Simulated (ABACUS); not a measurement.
**Rh: band-structure run (part 2 of 2)**

Continued. System: Rh (Fm-3m, 1 atom in the cell). Method: Kohn-Sham DFT of a periodic cell, SCAN, SG15 ONCV 1.2 PBE, no spin polarisation (ABACUS 3.10.1); cutoff 1401.39 eV, 8×8×8 k-mesh, fermi-dirac of 0.05 eV. The structure derives from an entry of the Crystallography Open Database.

Geometry of the input (Å; fractional positions):
```
0.0000  1.8979  1.8979
1.8979  0.0000  1.8979
1.8979  1.8979  0.0000
Rh 0.0000  0.0000  0.0000
```

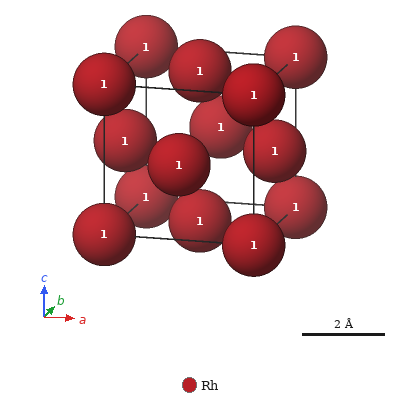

Fig. 1: The structure as given in the input (spheres-only view of the cell 4 times as large as that of the calculation, set on its symmetry axes, seen slightly off an axis; atoms are numbered from 1 in the order of the input).

**The program's output, continued**
```
----------------------------------------------------------
 E_KohnSham     -216.9591670054      -2951.8809046076
 E_Harris       -217.7378957000      -2962.4760520491
 E_Fermi        1.7234713606         23.4490308446
----------------------------------------------------------

 PW ALGORITHM --------------- ION=   1  ELEC=   2--------------------------------

 Density error is 0.00346080560031
                          Error Threshold = 0.000103291181214
----------------------------------------------------------
     Energy           Rydberg                 eV
----------------------------------------------------------
 E_KohnSham     -217.0086051571      -2952.5535451684
 E_Harris       -216.4553123882      -2945.0256108491
 E_Fermi        1.6978743845         23.1007661174
----------------------------------------------------------

 PW ALGORITHM --------------- ION=   1  ELEC=   3--------------------------------

 Density error is 0.000402567087729
                          Error Threshold = 2.03576800018e-05
----------------------------------------------------------
     Energy           Rydberg                 eV
----------------------------------------------------------
 E_KohnSham     -217.0190694309      -2952.6959189176
 E_Harris       -217.0208526089      -2952.7201802987
 E_Fermi        1.7126953178         23.3024152606
----------------------------------------------------------

 PW ALGORITHM --------------- ION=   1  ELEC=   4--------------------------------

 Density error is 6.45204017163e-05
                          Error Threshold = 2.36804169252e-06
----------------------------------------------------------
     Energy           Rydberg                 eV
----------------------------------------------------------
 E_KohnSham     -217.0204273025      -2952.7143937087
 E_Harris       -217.0078059633      -2952.5426715792
 E_Fermi        1.7135704438         23.3143219596
----------------------------------------------------------

 PW ALGORITHM --------------- ION=   1  ELEC=   5--------------------------------

 Density error is 8.04050926445e-07
                          Error Threshold = 3.79531774802e-07
----------------------------------------------------------
     Energy           Rydberg                 eV
----------------------------------------------------------
 E_KohnSham     -217.0205293541      -2952.7157821918
 E_Harris       -217.0208175951      -2952.7197039119
 E_Fermi        1.7145578404         23.3277561795
----------------------------------------------------------

 PW ALGORITHM --------------- ION=   1  ELEC=   6--------------------------------

 Density error is 3.62631959346e-08
                          Error Threshold = 4.72971133203e-09
----------------------------------------------------------
     Energy           Rydberg                 eV
----------------------------------------------------------
 E_KohnSham     -217.0205311856      -2952.7158071113
 E_Harris       -217.0213914020      -2952.7275109556
 E_Fermi        1.7147582507         23.3304829024
----------------------------------------------------------

 PW ALGORITHM --------------- ION=   1  ELEC=   7--------------------------------

 Density error is 1.07297685045e-08
                          Error Threshold = 2.13312917262e-10
----------------------------------------------------------
     Energy           Rydberg                 eV
----------------------------------------------------------
 E_KohnSham     -217.0205314422      -2952.7158106020
 E_Harris       -217.0213516520      -2952.7269701284
 E_Fermi        1.7147673969         23.3306073431
----------------------------------------------------------

 PW ALGORITHM --------------- ION=   1  ELEC=   8--------------------------------

 Density error is 2.5563118961e-10
                          Error Threshold = 6.31162853204e-11
----------------------------------------------------------
     Energy           Rydberg                 eV
----------------------------------------------------------
 E_KohnSham     -217.0205314717      -2952.7158110030
 E_KS(sigma->0) -217.0200926102      -2952.7098399869
 E_Harris       -217.0205519050      -2952.7160890132
 E_band         -6.5687270213        -89.3721160967
 E_one_elec     -44.3639930106       -603.6030909769
 E_Hartree      33.9769651864        462.2803272820
 E_xc           -21.9043525577       -298.0240057855
 E_Ewald        -184.7282733668      -2513.3570994904
 E_entropy(-TS) -0.0008777229        -0.0119420321
 E_descf        0.0000000000         0.0000000000
 E_exx          0.0000000000         0.0000000000
 E_Fermi        1.7147314532         23.3301183039
----------------------------------------------------------

 charge density convergence is achieved
 final etot is -2952.715811 eV
 EFERMI = 23.330118304 eV

 STATE ENERGY(eV) AND OCCUPATIONS    NSPIN == 1
 1/8 kpoint (Cartesian) = 0.0000 0.0000 0.0000 (1639 pws)
       1       -58.4696     0.00390625
       2       -25.0012     0.00390625
       3       -25.0012     0.00390625
       4       -25.0012     0.00390625
       5        14.7623     0.00390625
       6        20.0820     0.00390625
       7        20.0820     0.00390625
       8        20.0820     0.00390625
       9        22.1330     0.00390625
      10        22.1330     0.00390625
      11        40.1392        0.00000
      12        46.0176        0.00000
      13        46.0176        0.00000
      14        46.0176        0.00000
      15        51.8407        0.00000
      16        56.8221        0.00000
      17        56.8221        0.00000
      18        56.8221        0.00000
      19        63.6761        0.00000

 2/8 kpoint (Cartesian) = 0.032932 0.032932 0.032932 (1612 pws)
       1       -58.4516      0.0312500
       2       -25.1196      0.0312500
       3       -25.0172      0.0312500
       4       -25.0172      0.0312500
       5        15.3952      0.0312500
       6        19.8247      0.0312500
       7        20.3080      0.0312500
       8        20.3080      0.0312500
       9        22.0345      0.0312500
      10        22.0345      0.0312500
      11        40.9732        0.00000
      12        43.2838        0.00000
      13        46.9116        0.00000
      14        46.9116        0.00000
      15        52.7914        0.00000
      16        55.1009        0.00000
      17        55.1009        0.00000
      18        56.5122        0.00000
      19        62.3396        0.00000

 3/8 kpoint (Cartesian) = 0.065864 0.065864 0.065864 (1636 pws)
       1       -58.4081      0.0312500
       2       -25.4009      0.0312500
       3       -25.0557      0.0312500
       4       -25.0557      0.0312500
       5        16.6625      0.0312500
       6        19.8926      0.0312500
       7        20.4201      0.0312500
       8        20.4201      0.0312500
       9        22.3660      0.0312500
      10        22.3660      0.0312500
      11        39.1772        0.00000
      12        41.7795        0.00000
      13        48.9037        0.00000
      14        48.9037        0.00000
      15        50.7270        0.00000
      16        51.3742        0.00000
      17        51.3742        0.00000
      18        62.1496        0.00000
      19        62.1496        0.00000

 4/8 kpoint (Cartesian) = 0.098796 0.098796 0.098796 (1634 pws)
       1       -58.3642      0.0312500
       2       -25.6757      0.0312500
       3       -25.0939      0.0312500
       4       -25.0939      0.0312500
       5        16.8887      0.0312500
       6        20.0888      0.0312500
       7        20.0888      0.0312500
       8        22.0301      0.0312500
       9        23.3660      0.0102456
      10        23.3660      0.0102456
      11        34.8736        0.00000
      12        40.4225        0.00000
      13        47.0741        0.00000
      14        47.0741        0.00000
      15        52.1414        0.00000
      16        52.1414        0.00000
      17        53.6204        0.00000
      18        63.1912        0.00000
      19        63.1912        0.00000

 5/8 kpoint (Cartesian) = 0.13173 0.13173 0.13173 (1622 pws)
       1       -58.3460      0.0156250
       2       -25.7877      0.0156250
       3       -25.1096      0.0156250
       4       -25.1096      0.0156250
       5        16.7651      0.0156250
       6        19.9151      0.0156250
       7        19.9151      0.0156250
       8        23.9005    1.73430e-07
       9        23.9005    1.73430e-07
      10        23.9421    7.55268e-08
      11        32.2870    2.48684e-80
      12        39.7127        0.00000
      13        45.6981        0.00000
      14        45.6981        0.00000
      15        53.2120        0.00000
      16        53.2120        0.00000
      17        56.7782        0.00000
      18        63.8951        0.00000
      19        64.2223        0.00000

 6/8 kpoint (Cartesian) = 0.0000 0.0000 0.065864 (1623 pws)
       1       -58.4456      0.0234375
       2       -25.1160      0.0234375
       3       -25.0438      0.0234375
       4       -25.0438      0.0234375
       5        15.6087      0.0234375
       6        19.5219      0.0234375
       7        20.5350      0.0234375
       8        20.5350      0.0234375
       9        21.5732      0.0234375
      10        22.3492      0.0234375
      11        41.3489        0.00000
      12        44.1805        0.00000
      13        45.8354        0.00000
      14        45.8354        0.00000
      15        54.0682        0.00000
      16        54.0682        0.00000
      17        56.2345        0.00000
      18        57.4498        0.00000
      19        57.5037        0.00000

[... levels at 2 further k points ...]

------------------------------------------------------------------------------------------
 TOTAL-FORCE (eV/Angstrom)
------------------------------------------------------------------------------------------
                       Rh1         0.0000000000         0.0000000000         0.0000000000
------------------------------------------------------------------------------------------

----------------------------------------------------------------
 TOTAL-STRESS (KBAR)
----------------------------------------------------------------
       -29.3862168966         0.0000000000         0.0000000000
        -0.0000000000       -29.3862168966        -0.0000000000
        -0.0000000000         0.0000000000       -29.3862168966
----------------------------------------------------------------
 TOTAL-PRESSURE: -29.386217 KBAR

 --------------------------------------------
 !FINAL_ETOT_IS -2952.7158110029513409 eV
 --------------------------------------------
```

**Standard output**
```
ABACUS v3.10.1

               Atomic-orbital Based Ab-initio Computation at UStc

 dft_functional readin is: scan
 dft_functional in pseudopot file is: PBE
 Please make sure this is what you need

%%%%%%%%%%%%%%%%%%%%%%%%%%%%%%%%%%%%%%%%%%%%%%%%%%%%%%%%%%%%%%%%%%%%%%%%%%%%%%%%%%%%%%%%%%%%%%%%%%%%%%%%%
 Warning: the number of valence electrons in pseudopotential > 9 for Rh: [Kr] 4d8 5s1
 Pseudopotentials with additional electrons can yield (more) accurate outcomes, but may be less efficient.
 If you're confident that your chosen pseudopotential is appropriate, you can safely ignore this warning.
%%%%%%%%%%%%%%%%%%%%%%%%%%%%%%%%%%%%%%%%%%%%%%%%%%%%%%%%%%%%%%%%%%%%%%%%%%%%%%%%%%%%%%%%%%%%%%%%%%%%%%%%%

 UNIFORM GRID DIM        : 36 * 36 * 36
 UNIFORM GRID DIM(BIG)   : 36 * 36 * 36
 ---------------------------------------------------------
 Self-consistent calculations for electrons
 ---------------------------------------------------------
 SPIN    KPOINTS         PROCESSORS  THREADS
 1       29              4           4
 ---------------------------------------------------------
 Use plane wave basis
 ---------------------------------------------------------
 ELEMENT NATOM       XC
 Rh      1
 ---------------------------------------------------------
 Initial plane wave basis and FFT box
 ---------------------------------------------------------
 -------------------------------------------
 SELF-CONSISTENT :
 -------------------------------------------
 START CHARGE      : atomic
 ITER       ETOT/eV          EDIFF/eV         DRHO         DKIN     TIME/s
 DA1     -2.95188090e+03   0.00000000e+00   1.7560e-02   4.5459e-01   8.28
 DA2     -2.95255355e+03  -6.72640561e-01   3.4608e-03   2.0264e-01   3.04
 DA3     -2.95269592e+03  -1.42373749e-01   4.0257e-04   6.2844e-02   2.90
 DA4     -2.95271439e+03  -1.84747911e-02   6.4520e-05   3.3243e-03   3.09
 DA5     -2.95271578e+03  -1.38848309e-03   8.0405e-07   2.8944e-03   3.04
 DA6     -2.95271581e+03  -2.49195422e-05   3.6263e-08   1.1042e-03   3.33
 DA7     -2.95271581e+03  -3.49065216e-06   1.0730e-08   1.0921e-04   3.40
 DA8     -2.95271581e+03  -4.00951627e-07   2.5563e-10   9.9608e-05   3.66
----------------------------------------------------------------
 TOTAL-STRESS (KBAR)
----------------------------------------------------------------
       -29.3862168966         0.0000000000         0.0000000000
        -0.0000000000       -29.3862168966        -0.0000000000
        -0.0000000000         0.0000000000       -29.3862168966
----------------------------------------------------------------
 TOTAL-PRESSURE: -29.386217 KBAR
```
